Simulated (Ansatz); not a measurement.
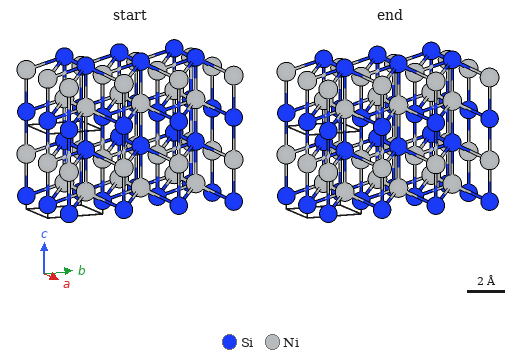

The structure of a crystal of SiNi (set up in Pmmn) before (left) and after (right) a relaxation, at one scale.

The picture is a ball-and-stick view of the cell of the calculation, repeated 2 × 3 × 2 with one cell outlined, seen slightly off an axis.

Case: relaxed functional: LDA.

These are results of Ansatz 0.2.0, DFT LDA, scalar-relativistic, plane waves, PAW, not measurements.

Input file:
```yaml
crystal:
  lattice:
    - [3.02662, 0.0, 0.0]
    - [0.0, 3.2735, 0.0]
    - [0.0, 0.0, 4.69776]
  atoms:
    - { symbol: Si, position: [0.5, 0.5, 0.8423] }
    - { symbol: Si, position: [0.0, 0.0, 0.1577] }
    - { symbol: Ni, position: [0.5, 0.5, 0.34422] }
    - { symbol: Ni, position: [0.0, 0.0, 0.65578] }
basis:
  ecutwfc: 420
kpoints:
  mp_grid: { grid: [14, 12, 10] }
hamiltonian:
  xc: lda
scf:
  occupations: { method: gaussian, width: 0.1 }
output:
  forces: true
  stress: true
  eigenvalues: true
relax:
  adjacent_minimum: "off"
  f_tol: 0.01
  max_steps: 60
  cell: { stress_tol: 0.05 }
```

Launched with:
```bash
ansatz run input.yaml --threads 1 --pin off --max-ram 2560MiB --backend cpu --events-out ev --progress --plain --runs-dir out
```

Describe what moved and what it gained.

Answer. The largest moves relative to the cell, 0.005 Å, are those of Ni3 and Ni4. Ni3 goes along −c. By element the largest moves are Ni 0.005 Å, Si 0.004 Å. Cell: a 3.027 → 2.978 Å (−1.6 %), b 3.273 → 3.206 Å (−2.1 %), c 4.698 → 4.629 Å (−1.5 %). Volume −5.1 %. Some distances before and after: Si1–Ni4 2.395 → 2.348 Å, Si1–Ni3 2.358 → 2.322 Å, Si1–Ni3 (another image) 2.340 → 2.307 Å. The space group stays Pmmn (No. 59). The energy falls by 77.7 meV per cell of the calculation in 5 accepted moves (6 points after the start). The largest force component goes from 0.17 to 0.00062 eV/Å. Pressure: −9.89 GPa at the start and −0.02 GPa at the end. At 1 point the geometry stayed and the basis and grid were re-selected for the new cell (energy shift of 1.1 meV per cell of the calculation at most each time). The run took 2.7 min on 1 thread of Arm Neoverse V1, on a shared host, peak memory 0.59 GiB.

Limits of the set-up: an element that often carries a moment was run without spin polarisation.
